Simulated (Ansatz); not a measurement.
**Nudged elastic band, with input and output: Mo8P9 (part 3 of 3)**

Continued. System: Mo8P9 (defect cell, 17 atoms in the cell). Method: DFT PBE, scalar-relativistic, plane waves, PAW, no spin polarisation (Ansatz 0.2.0); cutoff 420 eV, 4×4×4 k-mesh, Gaussian smearing of 0.1 eV. The structure derives from an entry of the Crystallography Open Database. It belongs to a series of runs on one base structure; here: climbing-image band for the jump of P by 3.24 A.

Geometry of the input (Å; fractional positions):
```
0.0000  0.0000  -6.3905
6.4821  0.0000  0.0000
-3.2410  -5.6137  0.0000
Mo 0.5000  0.4823  -0.0089
Mo 0.0000  0.5525  0.0262
Mo 0.5000  0.0089  -0.0088
Mo -0.0000  -0.0262  0.0263
Mo 0.5000  0.5000  0.5000
Mo -0.0000  0.5000  0.5000
Mo 0.5000  0.0088  0.5177
Mo -0.0000  -0.0263  0.4475
P  0.2884  0.8333  0.1667
P  0.7116  0.8333  0.1667
P  0.2499  0.3361  0.1722
P  0.7501  0.3361  0.1722
P  0.2499  0.8278  0.6639
P  0.7501  0.8277  0.6639
P  0.2499  0.3361  0.6639
P  0.7501  0.3361  0.6639
P  1.0000  0.1667  0.8333
```

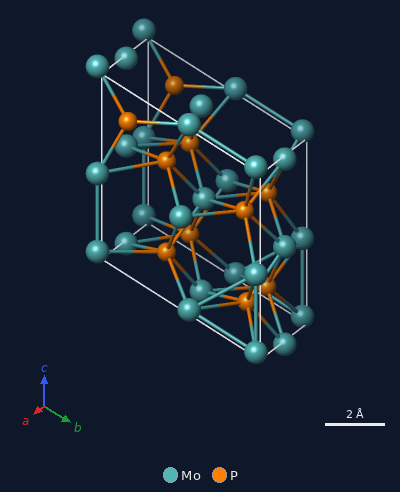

The starting structure (ball-and-stick view of the cell of the calculation, seen slightly off an axis). An atom can appear more than once, as a periodic image.

Output, continued:
```
--- Forces (eV/Å), atoms counted from 1 ---
  atom   1  Mo    -0.00001103    -0.00000728    -0.00000361
  atom   2  Mo     0.00009646     0.00000134     0.00002155
  atom   3  Mo    -0.00001589    -0.00000805    -0.00000323
  atom   4  Mo     0.00000300     0.00000950    -0.00016419
  atom   5  Mo    -0.00001830     0.00002580     0.00003659
  atom   6  Mo    -0.00000637     0.00002580     0.00005740
  atom   7  Mo    -0.00002295     0.00000185     0.00001502
  atom   8  Mo     0.00000201     0.00000574     0.00002499
  atom   9  P     -0.00000324    -0.00001275    -0.00000942
  atom  10  P      0.00000616    -0.00001959    -0.00000576
  atom  11  P     -0.00001238     0.00007033    -0.00006475
  atom  12  P     -0.00000007     0.00004843     0.00000215
  atom  13  P     -0.00000568     0.00002394    -0.00002944
  atom  14  P     -0.00005063     0.00000905    -0.00000540
  atom  15  P     -0.00000258    -0.00000885    -0.00000373
  atom  16  P      0.00001569    -0.00001000     0.00000636
  atom  17  P      0.00002583    -0.00015527     0.00012561
  max |Σ_I F_I| component: 1.33e-7 eV/Å
--- Band table (eV; the first three rows and the last of 36) ---
  k-point 0: bands = ["-43.2194", "-43.1854", "-43.1632", "-43.1544", "-43.1386", "-43.1029", "-43.0271", "-42.7834", "-17.9121", "-17.6577", "-17.6547", "-17.5949", "-17.5493", "-17.5382", "-17.5186", "-17.5020", "-17.4546", "-17.3591", "-17.3398", "-17.3179", "-17.2970", "-17.2776", "-17.2653", "-17.2373", "-17.2290", "-17.1877", "-17.1752", "-17.1424", "-17.0700", "-17.0218", "-16.7770", "-16.6388", "2.8620", "5.1000", "5.8749", "6.3233", "6.5408", "6.6336", "6.7035", "6.8237", "7.0160", "10.0019", "10.3764", "10.4212", "10.7080", "11.2021", "11.5210", "11.7366", "12.0651", "12.3156", "12.5732", "12.9642", "13.0903", "13.5277", "13.6170", "13.7115", "13.8222", "14.0006", "14.0842", "14.1120", "14.4247", "14.5657", "14.7193", "14.8127", "15.0224", "15.3623", "15.4625", "15.8932", "16.1012", "16.2065", "16.4296", "16.6222", "16.9987", "17.0822", "17.3198", "17.6518", "17.6698", "17.9018", "17.9557", "18.1258", "18.6676", "18.9528", "18.9930", "19.1967", "19.3615", "19.4622", "19.5617", "19.6869", "19.7544", "19.9036", "19.9757", "20.0632", "20.3089", "20.7504", "20.9805", "21.0932"]
  k-point 1: bands = ["-43.2173", "-43.1867", "-43.1584", "-43.1544", "-43.1398", "-43.1035", "-43.0330", "-42.7814", "-17.9122", "-17.6485", "-17.6301", "-17.5929", "-17.5449", "-17.5181", "-17.4982", "-17.4683", "-17.4293", "-17.3569", "-17.3390", "-17.3249", "-17.3096", "-17.2989", "-17.2745", "-17.2570", "-17.2258", "-17.2151", "-17.2089", "-17.1543", "-17.0973", "-17.0118", "-16.7695", "-16.6393", "3.0449", "4.9330", "5.8588", "6.1282", "6.3590", "6.5554", "6.7031", "6.9306", "7.2347", "10.2129", "10.5079", "10.7565", "10.9758", "11.2269", "11.5720", "11.8159", "11.9826", "12.3096", "12.4696", "12.7907", "13.1361", "13.3485", "13.5124", "13.7274", "13.9252", "14.0794", "14.1816", "14.3307", "14.3642", "14.5247", "14.6890", "14.8556", "14.9167", "15.1229", "15.3276", "15.7335", "15.9034", "16.1185", "16.2557", "16.3045", "16.7650", "17.0648", "17.1896", "17.4308", "17.5114", "17.7912", "17.9588", "18.2626", "18.5686", "18.7773", "18.8452", "19.0158", "19.2707", "19.3719", "19.4751", "19.5749", "19.7191", "19.9066", "20.0312", "20.1468", "20.3727", "20.5952", "20.7008", "21.0746"]
  k-point 2: bands = ["-43.2151", "-43.1882", "-43.1550", "-43.1512", "-43.1423", "-43.1041", "-43.0391", "-42.7794", "-17.9115", "-17.6391", "-17.6056", "-17.5904", "-17.5489", "-17.4830", "-17.4721", "-17.4079", "-17.3947", "-17.3581", "-17.3389", "-17.3329", "-17.3326", "-17.3160", "-17.2984", "-17.2834", "-17.2632", "-17.2564", "-17.2050", "-17.1691", "-17.1151", "-17.0064", "-16.7661", "-16.6376", "3.2827", "4.7082", "5.8069", "5.9247", "6.3323", "6.4166", "6.7572", "6.9931", "7.4501", "10.3054", "10.7274", "11.1667", "11.2461", "11.4107", "11.5679", "11.7605", "11.8979", "12.1722", "12.5419", "12.8858", "13.0212", "13.1536", "13.5402", "13.6591", "13.8343", "13.9122", "14.1495", "14.2662", "14.4624", "14.5020", "14.7111", "14.9390", "14.9808", "15.0802", "15.3105", "15.4691", "15.6352", "15.8700", "16.0902", "16.3915", "16.7030", "16.8031", "17.0458", "17.2062", "17.5146", "17.7348", "17.8326", "18.2265", "18.4886", "18.5342", "18.6788", "18.9312", "19.2029", "19.4785", "19.5272", "19.5668", "19.6962", "19.8119", "19.8685", "20.1574", "20.2913", "20.6266", "20.7084", "20.8421"]
  k-point 35: bands = ["-43.2151", "-43.1820", "-43.1581", "-43.1558", "-43.1401", "-43.1034", "-43.0405", "-42.7795", "-17.9031", "-17.6004", "-17.5463", "-17.5103", "-17.4919", "-17.4745", "-17.4498", "-17.4407", "-17.4362", "-17.4193", "-17.4082", "-17.3794", "-17.3561", "-17.3078", "-17.2936", "-17.2864", "-17.2524", "-17.2203", "-17.2131", "-17.1748", "-17.1631", "-17.0181", "-16.7652", "-16.6306", "3.5558", "4.8504", "5.4764", "5.6679", "6.1059", "6.3001", "6.6318", "6.8961", "8.3558", "10.3970", "11.1602", "11.3907", "11.5110", "11.6244", "11.8647", "12.0934", "12.1445", "12.3078", "12.4287", "12.5881", "12.7639", "12.7988", "13.0437", "13.3096", "13.3811", "13.5415", "13.6810", "14.0692", "14.1160", "14.3656", "14.6823", "14.8127", "15.0614", "15.1750", "15.3563", "15.5962", "15.6936", "15.8196", "15.9542", "16.0970", "16.3962", "16.6732", "16.7925", "16.9519", "17.5660", "18.0684", "18.1219", "18.5913", "18.7129", "18.7985", "18.9977", "19.1653", "19.2019", "19.4615", "19.5468", "19.6198", "19.8516", "20.1039", "20.4104", "20.4421", "20.6510", "20.8647", "21.0252", "21.0628"]
this run last wrote the band of iteration 41 to [file]
--- NEB band (7 images, 41 band iterations, 1318 SCF iterations) ---
  forward barrier  = 2.449219 eV
  backward barrier = 2.449219 eV
  lagrangian_above_aufbau_ev (what the smearing adds, to first order; not taken off the barriers): saddle image -0.021391 eV, end points -0.019204 and -0.019204 eV
  climbing image's point = of an order that was not read
  energies are F+E_penalty+E_count in eV, relative to image 0
  image     s (Å)  Δ vs image 0  max|band force component| (eV/Å)
      0    0.0000      0.000000                                 —
      1    0.9625      1.751338                          8.304e-4
  *   2    1.9250      2.449219                          1.706e-4
      3    2.8732      2.192011                          1.258e-2
      4    3.8216      2.309579                          3.052e-2
      5    4.7702      1.762723                          2.428e-2
      6    5.7187     -0.000000                                 —
  climbing-image geometry (image 2):
  cell:  # Å, volume = 232.5369 Å³
    - [0.0, 0.0, -6.3904533199]
    - [6.482086214, 1.0e-10, 0.0]
    - [-3.241043107, -5.6136513309, 0.0]
  atoms:
    - { symbol: Mo, position: [0.5056376775144487, 0.5328687308200413, 0.011523800237581795] }
    - { symbol: Mo, position: [0.005800008350801616, 0.5365722697370418, 0.05695747951399491] }
    - { symbol: Mo, position: [0.5132787391153577, -0.02174335019734971, -0.014123140153847585] }
    - { symbol: Mo, position: [-0.05873739182029961, -0.19823268336664907, -0.114639235850074] }
    - { symbol: Mo, position: [0.5059695138917072, 0.5023053105073514, 0.5148261193294511] }
    - { symbol: Mo, position: [0.010024993279645593, 0.4760882698500851, 0.4625466769363946] }
    - { symbol: Mo, position: [0.48841833900867443, 0.03629175752032737, 0.5209291004656984] }
    - { symbol: Mo, position: [0.004804250035811752, 0.018599333909380178, 0.5204939271232544] }
    - { symbol: P, position: [0.24383152001347036, 0.868927140537242, 0.1750252731466202] }
    - { symbol: P, position: [0.7385959429629402, 0.8663913547821882, 0.2132321983183091] }
    - { symbol: P, position: [0.30263200337460583, 0.33560399431320376, 0.16747047225646197] }
    - { symbol: P, position: [0.7249022117987697, 0.3375975979789561, 0.16937329012031985] }
    - { symbol: P, position: [0.25683847477310945, 0.8226465577442972, 0.6576532629599416] }
    - { symbol: P, position: [0.7241350056472229, 0.8295112090308382, 0.6216147377888223] }
    - { symbol: P, position: [0.2402156601490871, 0.369137935555637, 0.6957707966025224] }
    - { symbol: P, position: [0.7676892074901757, 0.35902741243564606, 0.689921821267547] }
    - { symbol: P, position: [1.0259289283811381, 0.16161923887509616, 0.9846972582370018] }
```

The last band as extended XYZ (Å, eV, eV/Å):
```
17
Lattice="0.0000 0.0000 -6.3905 6.4821 0.0000 0.0000 -3.2410 -5.6137 0.0000" Properties=species:S:1:pos:R:3:forces:R:3 image=0 energy=-46455.00416
Mo    3.1550    0.0500   -3.1952   -0.0032  -0.0034   0.0011
Mo    3.4965   -0.1473    0.0000   -0.0013  -0.0021  -0.0004
Mo    0.0862    0.0495   -3.1953   -0.0005   0.0040   0.0020
Mo   -0.2554   -0.1477    0.0002   -0.0021   0.0016  -0.0014
Mo    1.6204   -2.8069   -3.1953    0.0004   0.0010   0.0032
Mo    1.6204   -2.8068    0.0000    0.0000   0.0005  -0.0008
Mo   -1.6207   -2.9063   -3.1953    0.0019  -0.0008   0.0016
Mo   -1.6209   -2.5118    0.0001    0.0024   0.0000  -0.0013
P     4.8616   -0.9356   -1.8430   -0.0008   0.0003  -0.0020
P     4.8614   -0.9356   -4.5473    0.0008  -0.0001   0.0002
P     1.6204   -0.9668   -1.5970    0.0021  -0.0056   0.0013
P     1.6207   -0.9668   -4.7934    0.0004  -0.0053  -0.0014
P     3.2140   -3.7269   -1.5970   -0.0052   0.0014   0.0013
P     3.2139   -3.7268   -4.7934   -0.0045   0.0001  -0.0017
P     0.0268   -3.7268   -1.5969    0.0044   0.0036   0.0009
P     0.0269   -3.7269   -4.7935    0.0043   0.0047  -0.0010
P    -1.6206   -4.6780   -6.3902    0.0009   0.0000  -0.0017
17
Lattice="0.0000 0.0000 -6.3905 6.4821 0.0000 0.0000 -3.2410 -5.6137 0.0000" Properties=species:S:1:pos:R:3:forces:R:3 image=1 energy=-46453.25282
Mo    3.2987   -0.0450   -3.2199   -0.1834  -0.0107   0.0155
Mo    3.3995   -0.2954   -0.0167    0.1235  -0.0045   0.0280
Mo   -0.0131    0.1044   -3.2116    0.0906  -0.0033   0.0937
Mo   -0.6045    0.2181    0.3409    0.4016  -0.6199  -0.0477
Mo    1.5851   -2.7993   -3.2301   -0.0249   0.0866   0.0045
Mo    1.5934   -2.7301   -0.0119   -0.0130  -0.2206   0.0713
Mo   -1.5223   -2.9531   -3.1352   -0.1165  -0.0771  -0.0192
Mo   -1.5523   -2.7117   -0.0323   -0.0025   0.2501  -0.0023
P     5.0149   -0.9720   -1.6836   -0.0908  -0.0234  -0.1718
P     4.8525   -1.1591   -4.5729   -0.1209   0.0143   0.2015
P     1.6343   -0.9621   -1.7705   -0.0196  -0.0677   0.2239
P     1.5333   -0.8893   -4.8040   -0.1672   0.0467  -0.2351
P     3.1772   -3.6524   -1.6047   -0.0546   0.0165   0.0499
P     3.2596   -3.5485   -4.7405   -0.1626  -0.1184  -0.1544
P     0.1295   -3.8560   -1.5723   -0.0331   0.0306  -0.0509
P     0.0703   -3.8367   -4.8505   -0.0504   0.0121   0.0758
P    -1.8192   -4.9970   -6.6169    0.4237   0.6887  -0.0830
17
Lattice="0.0000 0.0000 -6.3905 6.4821 0.0000 0.0000 -3.2410 -5.6137 0.0000" Properties=species:S:1:pos:R:3:forces:R:3 image=2 energy=-46452.55494
Mo    3.4168   -0.0647   -3.2313    0.0000   0.0000   0.0000
Mo    3.2935   -0.3197   -0.0371    0.0001   0.0000   0.0000
Mo   -0.0952    0.0793   -3.2801    0.0000   0.0000   0.0000
Mo   -0.9134    0.6435    0.3754    0.0000   0.0000  -0.0002
Mo    1.5874   -2.8901   -3.2334    0.0000   0.0000   0.0000
Mo    1.5869   -2.5966   -0.0641    0.0000   0.0000   0.0001
Mo   -1.4531   -2.9243   -3.1212    0.0000   0.0000   0.0000
Mo   -1.5664   -2.9219   -0.0307    0.0000   0.0000   0.0000
P     5.0652   -0.9825   -1.5582    0.0000   0.0000   0.0000
P     4.9249   -1.1970   -4.7200    0.0000   0.0000   0.0000
P     1.6326   -0.9401   -1.9340    0.0000   0.0001  -0.0001
P     1.6394   -0.9508   -4.6325    0.0000   0.0000   0.0000
P     3.2010   -3.6918   -1.6413    0.0000   0.0000   0.0000
P     3.3623   -3.4895   -4.6276   -0.0001   0.0000   0.0000
P     0.1378   -3.9058   -1.5351    0.0000   0.0000   0.0000
P     0.0912   -3.8730   -4.9059    0.0000   0.0000   0.0000
P    -2.1438   -5.5277   -6.5562    0.0000  -0.0002   0.0001
17
Lattice="0.0000 0.0000 -6.3905 6.4821 0.0000 0.0000 -3.2410 -5.6137 0.0000" Properties=species:S:1:pos:R:3:forces:R:3 image=3 energy=-46452.81215
Mo    3.4341    0.0528   -3.2681   -0.0001   0.0147  -0.0029
Mo    3.0438   -0.1133   -0.1478   -0.0231   0.0305   0.0007
Mo   -0.0641    0.0738   -3.2553    0.0090   0.0027   0.0048
Mo   -1.1353    0.4543    0.4411   -0.0045  -0.0010   0.0053
Mo    1.7267   -2.9580   -3.2456    0.0167  -0.0034  -0.0045
Mo    1.7504   -2.6062   -0.0481    0.0189   0.0053   0.0013
Mo   -1.4776   -2.9668   -3.1111    0.0060   0.0015   0.0081
Mo   -1.5044   -2.7730   -0.0381    0.0069   0.0129  -0.0027
P     4.9168   -0.9258   -1.6202   -0.0210   0.0140  -0.0083
P     4.8758   -1.2440   -4.5642   -0.0117   0.0153   0.0048
P     1.6885   -0.9644   -2.0010    0.0130   0.0103  -0.0068
P     1.7140   -0.9541   -4.5823    0.0096   0.0112   0.0042
P     3.2828   -3.8343   -1.5088    0.0088  -0.0174   0.0139
P     3.4318   -3.6374   -4.7927    0.0155  -0.0181  -0.0112
P     0.1714   -3.7776   -1.5354    0.0153   0.0087  -0.0002
P     0.1047   -3.7648   -4.9376    0.0104   0.0115  -0.0020
P    -2.4622   -6.0815   -6.5180   -0.0696  -0.0988  -0.0045
17
Lattice="0.0000 0.0000 -6.3905 6.4821 0.0000 0.0000 -3.2410 -5.6137 0.0000" Properties=species:S:1:pos:R:3:forces:R:3 image=4 energy=-46452.69458
Mo    3.4146    0.0044   -3.2749   -0.0228  -0.0185   0.0096
Mo    3.1165   -0.1531   -0.0358    0.0984   0.0301   0.0981
Mo   -0.0815    0.0092   -3.2134   -0.0012  -0.0467   0.0460
Mo   -0.9054    0.7144    0.5235    0.3329   0.1981   0.0564
Mo    1.7266   -2.9411   -3.2384    0.0025   0.0669   0.0126
Mo    1.7119   -2.5687   -0.0810    0.0199   0.0319  -0.0207
Mo   -1.3959   -2.8975   -3.1032    0.0794   0.1156   0.0094
Mo   -1.5424   -2.9348   -0.0287   -0.0429  -0.1201   0.0043
P     4.8255   -1.0026   -1.5715   -0.0822  -0.0243   0.0307
P     4.8397   -1.1817   -4.7628   -0.0334   0.1312  -0.1792
P     1.7445   -0.9338   -1.9374    0.0624   0.0519   0.0972
P     1.6289   -0.9363   -4.6541   -0.0762   0.0581  -0.0877
P     3.2832   -3.8604   -1.5547    0.0162   0.0115  -0.0626
P     3.5370   -3.6065   -4.5650    0.0672   0.0703   0.1948
P     0.1863   -3.8608   -1.5366    0.0332  -0.0489  -0.0115
P     0.1358   -3.8090   -4.9162    0.0640  -0.0241   0.0386
P    -2.9979   -6.5297   -6.7833   -0.5175  -0.4832  -0.2360
17
Lattice="0.0000 0.0000 -6.3905 6.4821 0.0000 0.0000 -3.2410 -5.6137 0.0000" Properties=species:S:1:pos:R:3:forces:R:3 image=5 energy=-46453.24144
Mo    3.2859   -0.0191   -3.2442   -0.2336   0.0082   0.0572
Mo    3.1692   -0.0633   -0.0048    0.1424   0.2528   0.0762
Mo   -0.0817   -0.0370   -3.1931    0.0316  -0.0444   0.0478
Mo   -0.4277    0.5107    0.3219    1.0707  -0.3632  -0.4308
Mo    1.6519   -2.8366   -3.2121   -0.1226   0.2783   0.0578
Mo    1.8511   -2.7581   -0.0191    0.3132  -0.3421   0.1301
Mo   -1.4230   -2.8291   -3.1307   -0.0239   0.2046  -0.0536
Mo   -1.6899   -2.9485   -0.0163   -0.2857   0.0196   0.0236
P     4.7764   -0.9642   -1.5795   -0.0642   0.1445  -0.0118
P     4.7937   -1.0614   -4.7996   -0.0602   0.3230  -0.0785
P     1.6852   -0.9256   -1.7851   -0.0923   0.0671   0.3237
P     1.5484   -0.8821   -4.7786   -0.1338   0.1700  -0.2533
P     3.3101   -3.8140   -1.6895    0.0799   0.1549  -0.2859
P     3.4170   -3.5973   -4.5199   -0.2333   0.0754   0.0946
P     0.1410   -3.8467   -1.5723   -0.0521   0.0772  -0.0742
P     0.1032   -3.7963   -4.8451   -0.0270   0.0838   0.1514
P    -3.1531   -7.0870   -6.6655   -0.3090  -1.1098   0.2257
17
Lattice="0.0000 0.0000 -6.3905 6.4821 0.0000 0.0000 -3.2410 -5.6137 0.0000" Properties=species:S:1:pos:R:3:forces:R:3 image=6 energy=-46455.00416
Mo    3.2411    0.0002   -3.1951    0.0006  -0.0008  -0.0032
Mo    3.2411    0.0001    0.0000    0.0004  -0.0002   0.0008
Mo   -0.0002   -0.0994   -3.1951    0.0037  -0.0015  -0.0020
Mo   -0.0002    0.2950   -0.0002    0.0024   0.0010   0.0014
Mo    1.5345   -2.7569   -3.1952   -0.0017  -0.0012  -0.0016
Mo    1.8761   -2.9540   -0.0001   -0.0012  -0.0021   0.0013
Mo   -1.5343   -2.7573   -3.1953   -0.0014   0.0044  -0.0011
Mo   -1.8758   -2.9545    0.0000   -0.0012   0.0021   0.0004
P     4.8345   -0.9201   -1.5970   -0.0048   0.0023   0.0014
P     4.8346   -0.9200   -4.7935   -0.0059   0.0010  -0.0013
P     1.6477   -0.9199   -1.5970    0.0023   0.0038   0.0017
P     1.6475   -0.9199   -4.7934    0.0038   0.0038  -0.0013
P     3.2411   -3.7423   -1.8432   -0.0004  -0.0006  -0.0002
P     3.2410   -3.7425   -4.5475    0.0006   0.0006   0.0020
P     0.0000   -3.7735   -1.5969    0.0020  -0.0061   0.0010
P     0.0001   -3.7735   -4.7936    0.0009  -0.0057  -0.0009
P    -3.2410   -7.4848   -6.3907   -0.0005  -0.0008   0.0017
```

Results in brief:

```tsv
quantity	value
outcome	converged
barrier, forward	2.449 eV
barrier, backward	2.449 eV
electrons treated	157
wall time	65 min (CPU time 2.5 h)
peak memory	3.9 GiB
```

Notes:

The order of the saddle point was not checked.
